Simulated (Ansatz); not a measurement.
# Si12NO22: geometry relaxation (part 1 of 4)

System: Si12NO22 (defect cell, 35 atoms in the cell).
Method: DFT PBEsol, scalar-relativistic, plane waves, PAW, PAW set soft_1, spin-polarised (Ansatz 0.2.0).

The structure derives from an entry of the Crystallography Open Database. It belongs to a series of runs on one base structure; here: end point A relaxed. Figures and captions count atoms from 1; the log counts them from 0 in places.

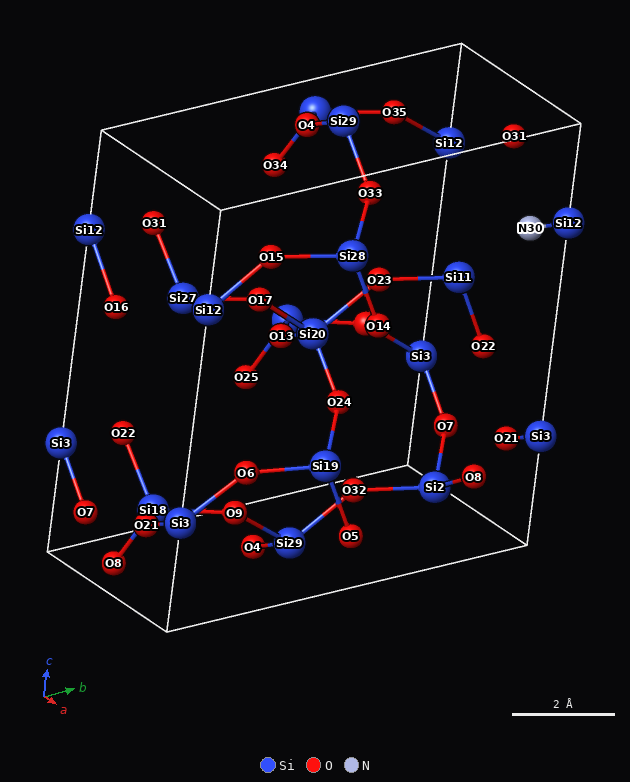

The input geometry (ball-and-stick view of the cell of the calculation, seen slightly off an axis; atoms are numbered from 1 in the order of the input). An atom can appear more than once, as a periodic image.

Input file:
```yaml
crystal:
  lattice:
    - [-2.45818, 4.257693, 5.4084]
    - [4.91636, 0.0, 5.4084]
    - [4.91636, 8.515385, 0.0]
  atoms:
    - { symbol: Si, position: [0.1057653, 0.5668108, 0.9469723] }
    - { symbol: Si, position: [0.3964037, 0.9389563, 0.0355804] }
    - { symbol: Si, position: [0.0100336, -0.0039578, 0.2610255] }
    - { symbol: O, position: [0.3263772, 0.4663468, 0.9782747] }
    - { symbol: O, position: [0.9274591, 0.5190791, 0.1067132] }
    - { symbol: O, position: [0.9266401, 0.1969825, 0.3233034] }
    - { symbol: O, position: [0.1769238, 0.0291315, 0.1215324] }
    - { symbol: O, position: [0.5669135, 0.9839615, 0.0840241] }
    - { symbol: O, position: [0.5766249, 0.3086411, 0.1390524] }
    - { symbol: Si, position: [0.1007446, 0.5653311, 0.4521849] }
    - { symbol: Si, position: [0.3974978, 0.9311781, 0.5350468] }
    - { symbol: Si, position: [0.0054018, -0.0004849, 0.7654384] }
    - { symbol: O, position: [0.3241245, 0.4697223, 0.4765869] }
    - { symbol: O, position: [0.9338096, 0.5178233, 0.6075378] }
    - { symbol: O, position: [0.9193782, 0.1911208, 0.8349305] }
    - { symbol: O, position: [0.1859765, 0.0372172, 0.6082205] }
    - { symbol: O, position: [0.5674229, 0.3049104, 0.6433908] }
    - { symbol: Si, position: [0.5951745, 0.0668809, 0.1987227] }
    - { symbol: Si, position: [0.9047238, 0.4292993, 0.2869066] }
    - { symbol: Si, position: [0.5053321, 0.4935684, 0.5114936] }
    - { symbol: O, position: [0.815641, 0.970078, 0.2243927] }
    - { symbol: O, position: [0.4294059, 0.0138395, 0.3605475] }
    - { symbol: O, position: [0.428077, 0.691817, 0.5846741] }
    - { symbol: O, position: [0.6680373, 0.5315842, 0.372569] }
    - { symbol: O, position: [0.0788033, 0.4754437, 0.3314577] }
    - { symbol: O, position: [0.0791754, 0.7995748, 0.3917045] }
    - { symbol: Si, position: [0.5965543, 0.0748327, 0.699237] }
    - { symbol: Si, position: [0.9013582, 0.4314395, 0.7844994] }
    - { symbol: Si, position: [0.5009519, 0.5050651, 0.012583] }
    - { symbol: "N", position: [0.8244595, 0.9583006, 0.7268236], spin: 1.0 }
    - { symbol: O, position: [0.4297405, 0.0241906, 0.8563469] }
    - { symbol: O, position: [0.4215495, 0.697948, 0.0824558] }
    - { symbol: O, position: [0.6736245, 0.542325, 0.8678049] }
    - { symbol: O, position: [0.0689367, 0.4830867, 0.8312144] }
    - { symbol: O, position: [0.0824688, 0.8014829, 0.8932029] }
magnetization:
  spin_polarized: true
basis:
  ecutwfc: 420.0
kpoints:
  mp_grid: { grid: [2, 2, 1] }
hamiltonian:
  xc: pbesol
  pseudopotentials: { kind: paw, azcp: { folder: soft_1 } }
scf:
  occupations: { method: gaussian, width: 0.02 }
  lower_state_search: "off"
relax:
  f_tol: 0.03
  max_steps: 60
  adjacent_minimum: "off"
```

Run as:
```bash
ansatz run input.yaml --threads 4 --pin off --max-ram 10240MiB --backend cpu --events-out ev --progress --plain --runs-dir out
```

What the program printed:
```
Warning: [file] the record states the generating functional pbe (its physics header spells it `PBE`), which answers neither for hamiltonian.xc's functional nor for the pbesol family's — results may be inconsistent (PPs are generated against a specific XC)
Warning: [file] the record states the generating functional pbe (its physics header spells it `PBE`), which answers neither for hamiltonian.xc's functional nor for the pbesol family's — results may be inconsistent (PPs are generated against a specific XC)
Warning: [file] the record states the generating functional pbe (its physics header spells it `PBE`), which answers neither for hamiltonian.xc's functional nor for the pbesol family's — results may be inconsistent (PPs are generated against a specific XC)
Engine: ansatz 0.2.0, aarch64-unknown-linux-gnu
Pseudopotentials: kind: paw
Pseudopotential: Si, paw, valence charge 4, recommended cutoff 420 eV (normal), [file]
Pseudopotential: O, paw, valence charge 6, recommended cutoff 420 eV (normal), [file]
Pseudopotential: N, paw, valence charge 5, recommended cutoff 420 eV (normal), [file]
Functional definition: PBEsol
  exchange = pbesol_x
  correlation = pbesol_c
Crystal: 35 atoms, lattice volume = 452.842 Å³
Basis set: ecut = 420 eV, 8863 PW (Γ), exchange–correlation on 100×100×144 points (8 copies of the dense FFT grid, shifted against one another)
Bands: 128, of which v1, the nominal top of the filled ones, is band 93 counted from 1 (92 counted from 0)
Symmetry: 1 space group operations
Space group: P1 (ITA 1), of the structure as read, at distance tolerance 7.7e-5 Å
Magnetic group: BNS 1.1 (UNI 1), of the structure as read, at distance tolerance 7.7e-5 Å
k-points: 4
Non-local potential: Si, projectors of the file, l = 0: 2, l = 1: 2, l = 2: 1
Non-local potential: O, projectors of the file, l = 0: 2, l = 1: 2, l = 2: 1
Non-local potential: N, projectors of the file, l = 0: 2, l = 1: 2, l = 2: 1
PAW form: soft (Blöchl's): semilocal exchange-correlation on the pseudo side does not see the compensation charge
PAW frozen core: Si, regenerated for the run's functional, and the local potential with it (the file was generated under x = pbe(κ = 0.804, μ = 0.2195149727645171), c = pbe(β = 0.06672455060314922))
PAW frozen core: O, regenerated for the run's functional, and the local potential with it (the file was generated under x = pbe(κ = 0.804, μ = 0.2195149727645171), c = pbe(β = 0.06672455060314922))
PAW frozen core: N, regenerated for the run's functional, and the local potential with it (the file was generated under x = pbe(κ = 0.804, μ = 0.2195149727645171), c = pbe(β = 0.06672455060314922))
PAW one-centre angular grid: Si, 110 points (default); XC on 64 Gauss nodes
PAW one-centre angular grid: O, 110 points (default); XC on 64 Gauss nodes
PAW one-centre angular grid: N, 110 points (default); XC on 64 Gauss nodes
Initial density: superposition of atomic densities (chi_scale 0.1, normalization cell, long waves kept (reshape's long-wave potential 0.38 eV rms))
Starting moments: Σ|m| = 1 μB on 1 of 35 sites
Initial wavefunctions: pseudopotential atomic-orbital guess
Functional: x = pbesol(κ = 0.804, μ = 0.12345679012345678), c = pbesol(β = 0.046)
SCF iter   1: F=—  HF=-20228.593662 eV  |F-HF|=—  |Δ(HF+E_count)|=         —  Δρ=6.74e-2 (↑6.01e-2 ↓6.74e-2)  dr2=7.28e1  dr2_m=4.37e-1  M=0.484 μB ∫|m|=0.613 μB  β_m=0.30  ethr=3.10e-3  ⟨swp⟩=6.8  Hψ=5029  notcnv=0  defer=59
preconditioner: auto → Resta (q_TF=auto, 2.350 Å⁻¹)  ε∞=2.8  [insulator: Δε(μ)=0.046 eV  Ē_g=17.497 eV  σ=0.020 eV  W_gap=0.90  n_scr=102 (ndim 8)  ℏωp=23.7 eV  f_vac=0.004  D(μ)=6.07/eV (n_scr^D=28)  ε∞_Penn≈2.8]
spin=Collinear: Resta preconditioning applied to the charge; magnetization (m = ρ↑ − ρ↓) channel mixes plain (no charge-response kernel on spin).
SCF iter   2: F=—  HF=-20211.970018 eV  |F-HF|=—  |Δ(HF+E_count)|=    1.66e1  Δρ=3.13e-2 (↑2.86e-2 ↓3.13e-2)  dr2=1.63e1  dr2_m=2.24e-1  M=1.000 μB ∫|m|=1.082 μB  β_m=0.30  ethr=3.10e-3  ⟨swp⟩=3.5  Hψ=2025  notcnv=0  defer=234
SCF iter   3: F=—  HF=-20208.677818 eV  |F-HF|=—  |Δ(HF+E_count)|=    3.29e0  Δρ=1.99e-2 (↑1.68e-2 ↓1.99e-2)  dr2=4.27e0  dr2_m=8.91e-2  M=1.000 μB ∫|m|=1.034 μB  β_m=1.00  ethr=3.10e-3  ⟨swp⟩=3.1  Hψ=1877  notcnv=0  defer=240
SCF iter   4: F=—  HF=-20208.281349 eV  |F-HF|=—  |Δ(HF+E_count)|=   3.96e-1  Δρ=1.30e-2 (↑1.13e-2 ↓1.30e-2)  dr2=1.54e0  dr2_m=1.23e-1  M=1.000 μB ∫|m|=1.051 μB  β_m=0.30  ethr=2.31e-3  ⟨swp⟩=2.6  Hψ=1817  notcnv=0  defer=234
SCF iter   5: F=—  HF=-20208.346498 eV  |F-HF|=—  |Δ(HF+E_count)|=   6.51e-2  Δρ=1.08e-2 (↑2.95e-3 ↓1.08e-2)  dr2=1.19e0  dr2_m=1.09e-1  M=1.000 μB ∫|m|=1.060 μB  β_m=0.30  ethr=8.30e-4  ⟨swp⟩=2.8  Hψ=1625  notcnv=0  defer=234
SCF iter   6: F=—  HF=-20208.243872 eV  |F-HF|=—  |Δ(HF+E_count)|=   1.03e-1  Δρ=4.42e-3 (↑1.62e-3 ↓4.42e-3)  dr2=9.52e-2  dr2_m=2.80e-2  M=1.000 μB ∫|m|=1.043 μB  β_m=0.30  ethr=6.45e-4  ⟨swp⟩=2.8  Hψ=1622  notcnv=0  defer=235
SCF iter   7: F=—  HF=-20208.262930 eV  |F-HF|=—  |Δ(HF+E_count)|=   1.91e-2  Δρ=3.77e-3 (↑1.10e-3 ↓3.77e-3)  dr2=9.05e-2  dr2_m=1.76e-2  M=1.000 μB ∫|m|=1.044 μB  β_m=0.30  ethr=5.14e-5  ⟨swp⟩=2.5  Hψ=1045  notcnv=0  defer=236
SCF iter   8: F=—  HF=-20208.274718 eV  |F-HF|=—  |Δ(HF+E_count)|=   1.18e-2  Δρ=1.42e-3 (↑1.42e-3 ↓1.25e-3)  dr2=4.16e-2  dr2_m=2.51e-3  M=1.000 μB ∫|m|=1.035 μB  β_m=1.00  ethr=4.89e-5  ⟨swp⟩=3.9  Hψ=1456  notcnv=0  defer=236
SCF iter   9: F=—  HF=-20208.274833 eV  |F-HF|=—  |Δ(HF+E_count)|=   1.15e-4  Δρ=8.94e-4 (↑8.94e-4 ↓7.82e-4)  dr2=5.27e-3  dr2_m=2.29e-3  M=1.000 μB ∫|m|=1.042 μB  β_m=0.30  ethr=2.25e-5  ⟨swp⟩=2.0  Hψ=1781  notcnv=0  defer=236
SCF iter  10: F=—  HF=-20208.275963 eV  |F-HF|=—  |Δ(HF+E_count)|=   1.13e-3  Δρ=9.38e-4 (↑6.51e-4 ↓9.38e-4)  dr2=1.26e-3  dr2_m=2.50e-3  M=1.000 μB ∫|m|=1.044 μB  β_m=0.30  ethr=2.85e-6  ⟨swp⟩=2.0  Hψ=1365  notcnv=0  defer=236
SCF iter  11: F=—  HF=-20208.277497 eV  |F-HF|=—  |Δ(HF+E_count)|=   1.53e-3  Δρ=6.88e-4 (↑5.36e-4 ↓6.88e-4)  dr2=2.80e-4  dr2_m=1.53e-3  M=1.000 μB ∫|m|=1.044 μB  β_m=0.30  ethr=6.81e-7  ⟨swp⟩=2.2  Hψ=1354  notcnv=0  defer=236
SCF iter  12: F=—  HF=-20208.278505 eV  |F-HF|=—  |Δ(HF+E_count)|=   1.01e-3  Δρ=5.64e-4 (↑4.28e-4 ↓5.64e-4)  dr2=2.34e-4  dr2_m=1.02e-3  M=1.000 μB ∫|m|=1.045 μB  β_m=0.30  ethr=1.51e-7  ⟨swp⟩=2.5  Hψ=1358  notcnv=0  defer=236
SCF iter  13: F=—  HF=-20208.279101 eV  |F-HF|=—  |Δ(HF+E_count)|=   5.96e-4  Δρ=4.50e-4 (↑3.39e-4 ↓4.50e-4)  dr2=9.81e-5  dr2_m=6.45e-4  M=1.000 μB ∫|m|=1.045 μB  β_m=0.30  ethr=1.27e-7  ⟨swp⟩=2.2  Hψ=1354  notcnv=0  defer=236
SCF iter  14: F=—  HF=-20208.279468 eV  |F-HF|=—  |Δ(HF+E_count)|=   3.67e-4  Δρ=3.26e-4 (↑2.87e-4 ↓3.26e-4)  dr2=1.14e-5  dr2_m=3.86e-4  M=1.000 μB ∫|m|=1.045 μB  β_m=0.30  ethr=1.22e-8  ⟨swp⟩=3.0  Hψ=3608  notcnv=0
Mixer restart at iter 14: flushing history
spin-set hold released at iteration 14 (site moments contracting): the magnetisation degrees of freedom join the quasi-Newton model from the next iteration; the mixer history was flushed
SCF iter  15: F=—  HF=-20208.279708 eV  |F-HF|=—  |Δ(HF+E_count)|=   2.40e-4  Δρ=3.13e-4 (↑2.16e-4 ↓3.13e-4)  dr2=5.62e-5  dr2_m=2.89e-4  M=1.000 μB ∫|m|=1.045 μB  β_m=0.65  ethr=6.15e-9  ⟨swp⟩=5.0  Hψ=3099  notcnv=0
SCF iter  16: F=—  HF=-20208.280016 eV  |F-HF|=—  |Δ(HF+E_count)|=   3.08e-4  Δρ=2.05e-4 (↑1.24e-4 ↓2.05e-4)  dr2=4.27e-5  dr2_m=1.06e-4  M=1.000 μB ∫|m|=1.046 μB  β_m=0.82  ethr=6.15e-9  ⟨swp⟩=3.8  Hψ=2028  notcnv=0  defer=236
SCF iter  17: F=—  HF=-20208.280149 eV  |F-HF|=—  |Δ(HF+E_count)|=   1.33e-4  Δρ=8.15e-5 (↑6.37e-5 ↓8.15e-5)  dr2=3.31e-5  dr2_m=1.42e-5  M=1.000 μB ∫|m|=1.046 μB  β_m=0.74  ethr=6.15e-9  ⟨swp⟩=3.5  Hψ=2086  notcnv=0  defer=236
iter 18 did not close the SCF: its close was put off for a magnetic moment that had not settled (scf_convergence_deferred on its scf_iter line)
SCF iter  18: F=-20208.280165 eV  HF=-20208.280167 eV  |F-HF|=1.58e-6  |Δ(HF+E_count)|=   1.79e-5  Δρ=2.36e-5 (↑1.63e-5 ↓2.36e-5)  dr2=3.62e-6  dr2_m=1.06e-6  M=1.000 μB ∫|m|=1.046 μB  β_m=0.75  ethr=6.15e-9  ⟨swp⟩=2.5  Hψ=3763  notcnv=0
iter 19 did not close the SCF: its close was put off for a magnetic moment that had not settled (scf_convergence_deferred on its scf_iter line)
SCF iter  19: F=-20208.280166 eV  HF=-20208.280168 eV  |F-HF|=2.05e-6  |Δ(HF+E_count)|=   1.41e-6  Δρ=1.56e-5 (↑8.11e-6 ↓1.56e-5)  dr2=2.84e-6  dr2_m=2.73e-7  M=1.000 μB ∫|m|=1.046 μB  β_m=0.76  ethr=1.96e-9  ⟨swp⟩=2.0  Hψ=3194  notcnv=0
SCF iter  20: F=-20208.280168 eV  HF=-20208.280168 eV  |F-HF|=1.51e-7  |Δ(HF+E_count)|=   4.47e-8  Δρ=4.71e-6 (↑1.93e-6 ↓4.71e-6)  dr2=2.31e-7  dr2_m=2.94e-8  M=1.000 μB ∫|m|=1.046 μB  ethr=1.53e-9  ⟨swp⟩=1.5  Hψ=2412  notcnv=0
SCF 1 converged in 20 iterations: F = -20208.280168 eV  dr2 = 2.31e-7
[...]
  greatest PAW one-centre occupation: 0.868 electrons in one spin orbital (limit 2), on the O atom at site 6 (counted from 0), in its partial waves of l = 0
relax step   1: F+E_penalty+E_count = -20208.28016828 eV  Δ(F+E_penalty+E_count) = +0.000e0 eV  max|allowed force component| = 5.081e0 eV/Å  Δτ_max = 0.0000 Å  (20 SCF iters, dr2 threshold 2.25e-5 eV, accepted)
Initial density: handed on by an earlier stage of this run
Starting moments: Σ|m| = 1 μB on 1 of 35 sites; this step starts from the density that it was given
Initial wavefunctions: those handed on with the density
preconditioner: auto → Resta (q_TF=auto, 2.350 Å⁻¹)  ε∞=3.1  [insulator: Δε(μ)=0.094 eV  Ē_g=16.323 eV  σ=0.020 eV  W_gap=1.00  n_scr=102 (ndim 8)  ℏωp=23.7 eV  f_vac=0.097  D(μ)=0.06/eV (n_scr^D=0)  ε∞_Penn≈3.1]
spin=Collinear: Resta preconditioning applied to the charge; magnetization (m = ρ↑ − ρ↓) channel mixes plain (no charge-response kernel on spin).
  greatest PAW one-centre occupation: 0.865 electrons in one spin orbital (limit 2), on the O atom at site 15 (counted from 0), in its partial waves of l = 0
relax step   2: F+E_penalty+E_count = -20209.59675974 eV  Δ(F+E_penalty+E_count) = -1.317e0 eV  max|allowed force component| = 2.919e0 eV/Å  Δτ_max = 0.0747 Å  (7 SCF iters, dr2 threshold 1.00e-4 eV, accepted)
preconditioner: auto → Resta (q_TF=auto, 2.350 Å⁻¹)  ε∞=3.1  [insulator: Δε(μ)=0.081 eV  Ē_g=16.242 eV  σ=0.020 eV  W_gap=1.00  n_scr=102 (ndim 8)  ℏωp=23.7 eV  f_vac=0.096  D(μ)=0.23/eV (n_scr^D=0)  ε∞_Penn≈3.1]
spin=Collinear: Resta preconditioning applied to the charge; magnetization (m = ρ↑ − ρ↓) channel mixes plain (no charge-response kernel on spin).
  greatest PAW one-centre occupation: 0.863 electrons in one spin orbital (limit 2), on the O atom at site 15 (counted from 0), in its partial waves of l = 0
relax step   3: F+E_penalty+E_count = -20210.41681562 eV  Δ(F+E_penalty+E_count) = -8.201e-1 eV  max|allowed force component| = 7.896e-1 eV/Å  Δτ_max = 0.1424 Å  (10 SCF iters, dr2 threshold 1.00e-4 eV, accepted)
preconditioner: auto → Resta (q_TF=auto, 2.350 Å⁻¹)  ε∞=3.1  [insulator: Δε(μ)=0.103 eV  Ē_g=16.229 eV  σ=0.020 eV  W_gap=1.00  n_scr=102 (ndim 8)  ℏωp=23.7 eV  f_vac=0.094  D(μ)=0.02/eV (n_scr^D=0)  ε∞_Penn≈3.1]
spin=Collinear: Resta preconditioning applied to the charge; magnetization (m = ρ↑ − ρ↓) channel mixes plain (no charge-response kernel on spin).
  greatest PAW one-centre occupation: 0.862 electrons in one spin orbital (limit 2), on the O atom at site 15 (counted from 0), in its partial waves of l = 0
relax step   4: F+E_penalty+E_count = -20210.49028071 eV  Δ(F+E_penalty+E_count) = -7.347e-2 eV  max|allowed force component| = 8.716e-1 eV/Å  Δτ_max = 0.0370 Å  (8 SCF iters, dr2 threshold 4.56e-5 eV, accepted)
preconditioner: auto → Resta (q_TF=auto, 2.350 Å⁻¹)  ε∞=3.2  [insulator: Δε(μ)=0.460 eV  Ē_g=16.087 eV  σ=0.020 eV  W_gap=1.00  n_scr=102 (ndim 8)  ℏωp=23.7 eV  f_vac=0.095  D(μ)=0.00/eV (n_scr^D=0)  ε∞_Penn≈3.2]
spin=Collinear: Resta preconditioning applied to the charge; magnetization (m = ρ↑ − ρ↓) channel mixes plain (no charge-response kernel on spin).
  greatest PAW one-centre occupation: 0.861 electrons in one spin orbital (limit 2), on the O atom at site 15 (counted from 0), in its partial waves of l = 0
relax step   5: F+E_penalty+E_count = -20210.51453902 eV  Δ(F+E_penalty+E_count) = -2.426e-2 eV  max|allowed force component| = 1.172e0 eV/Å  Δτ_max = 0.1749 Å  (8 SCF iters, dr2 threshold 5.56e-5 eV, accepted)
preconditioner: auto → Resta (q_TF=auto, 2.350 Å⁻¹)  ε∞=3.1  [insulator: Δε(μ)=0.167 eV  Ē_g=16.212 eV  σ=0.020 eV  W_gap=1.00  n_scr=102 (ndim 8)  ℏωp=23.7 eV  f_vac=0.094  D(μ)=0.00/eV (n_scr^D=0)  ε∞_Penn≈3.1]
spin=Collinear: Resta preconditioning applied to the charge; magnetization (m = ρ↑ − ρ↓) channel mixes plain (no charge-response kernel on spin).
relax step   6: F+E_penalty+E_count = -20210.66511809 eV  Δ(F+E_penalty+E_count) = -1.506e-1 eV  max|allowed force component| = 1.113e0 eV/Å  Δτ_max = 0.0917 Å  (7 SCF iters, dr2 threshold 1.00e-4 eV, accepted)
preconditioner: auto → Resta (q_TF=auto, 2.350 Å⁻¹)  ε∞=3.1  [insulator: Δε(μ)=0.811 eV  Ē_g=16.221 eV  σ=0.020 eV  W_gap=1.00  n_scr=102 (ndim 8)  ℏωp=23.7 eV  f_vac=0.095  D(μ)=0.00/eV (n_scr^D=0)  ε∞_Penn≈3.1]
spin=Collinear: Resta preconditioning applied to the charge; magnetization (m = ρ↑ − ρ↓) channel mixes plain (no charge-response kernel on spin).
relax step   7: F+E_penalty+E_count = -20210.65486571 eV  Δ(F+E_penalty+E_count) = +1.025e-2 eV  max|allowed force component| = 1.644e0 eV/Å  Δτ_max = 0.2000 Å  (7 SCF iters, dr2 threshold 1.00e-4 eV, rejected (line search))
preconditioner: auto → Resta (q_TF=auto, 2.350 Å⁻¹)  ε∞=3.1  [insulator: Δε(μ)=0.764 eV  Ē_g=16.211 eV  σ=0.020 eV  W_gap=1.00  n_scr=102 (ndim 8)  ℏωp=23.7 eV  f_vac=0.097  D(μ)=0.00/eV (n_scr^D=0)  ε∞_Penn≈3.1]
spin=Collinear: Resta preconditioning applied to the charge; magnetization (m = ρ↑ − ρ↓) channel mixes plain (no charge-response kernel on spin).
relax step   8: F+E_penalty+E_count = -20210.80879833 eV  Δ(F+E_penalty+E_count) = -1.437e-1 eV  max|allowed force component| = 2.488e-1 eV/Å  Δτ_max = 0.1000 Å  (9 SCF iters, accepted)
preconditioner: auto → Resta (q_TF=auto, 2.350 Å⁻¹)  ε∞=3.1  [insulator: Δε(μ)=0.691 eV  Ē_g=16.247 eV  σ=0.020 eV  W_gap=1.00  n_scr=102 (ndim 8)  ℏωp=23.7 eV  f_vac=0.098  D(μ)=0.00/eV (n_scr^D=0)  ε∞_Penn≈3.1]
spin=Collinear: Resta preconditioning applied to the charge; magnetization (m = ρ↑ − ρ↓) channel mixes plain (no charge-response kernel on spin).
relax step   9: F+E_penalty+E_count = -20210.81293573 eV  Δ(F+E_penalty+E_count) = -4.137e-3 eV  max|allowed force component| = 3.081e-1 eV/Å  Δτ_max = 0.1000 Å  (9 SCF iters, dr2 threshold 3.87e-6 eV, accepted)
preconditioner: auto → Resta (q_TF=auto, 2.350 Å⁻¹)  ε∞=3.1  [insulator: Δε(μ)=0.763 eV  Ē_g=16.248 eV  σ=0.020 eV  W_gap=1.00  n_scr=102 (ndim 8)  ℏωp=23.7 eV  f_vac=0.098  D(μ)=0.00/eV (n_scr^D=0)  ε∞_Penn≈3.1]
spin=Collinear: Resta preconditioning applied to the charge; magnetization (m = ρ↑ − ρ↓) channel mixes plain (no charge-response kernel on spin).
relax step  10: F+E_penalty+E_count = -20210.83754507 eV  Δ(F+E_penalty+E_count) = -2.461e-2 eV  max|allowed force component| = 1.969e-1 eV/Å  Δτ_max = 0.0590 Å  (8 SCF iters, dr2 threshold 5.93e-6 eV, accepted)
preconditioner: auto → Resta (q_TF=auto, 2.350 Å⁻¹)  ε∞=3.1  [insulator: Δε(μ)=0.734 eV  Ē_g=16.240 eV  σ=0.020 eV  W_gap=1.00  n_scr=102 (ndim 8)  ℏωp=23.7 eV  f_vac=0.098  D(μ)=0.00/eV (n_scr^D=0)  ε∞_Penn≈3.1]
spin=Collinear: Resta preconditioning applied to the charge; magnetization (m = ρ↑ − ρ↓) channel mixes plain (no charge-response kernel on spin).
  greatest PAW one-centre occupation: 0.861 electrons in one spin orbital (limit 2), on the O atom at site 20 (counted from 0), in its partial waves of l = 0
relax step  11: F+E_penalty+E_count = -20210.84054669 eV  Δ(F+E_penalty+E_count) = -3.002e-3 eV  max|allowed force component| = 3.734e-2 eV/Å  Δτ_max = 0.0353 Å  (7 SCF iters, dr2 threshold 1.58e-5 eV, accepted)
preconditioner: auto → Resta (q_TF=auto, 2.350 Å⁻¹)  ε∞=3.1  [insulator: Δε(μ)=0.730 eV  Ē_g=16.241 eV  σ=0.020 eV  W_gap=1.00  n_scr=102 (ndim 8)  ℏωp=23.7 eV  f_vac=0.098  D(μ)=0.00/eV (n_scr^D=0)  ε∞_Penn≈3.1]
spin=Collinear: Resta preconditioning applied to the charge; magnetization (m = ρ↑ − ρ↓) channel mixes plain (no charge-response kernel on spin).
relax step  12: F+E_penalty+E_count = -20210.84089098 eV  Δ(F+E_penalty+E_count) = -3.443e-4 eV  max|allowed force component| = 8.086e-3 eV/Å  Δτ_max = 0.0083 Å  (8 SCF iters, accepted)
```
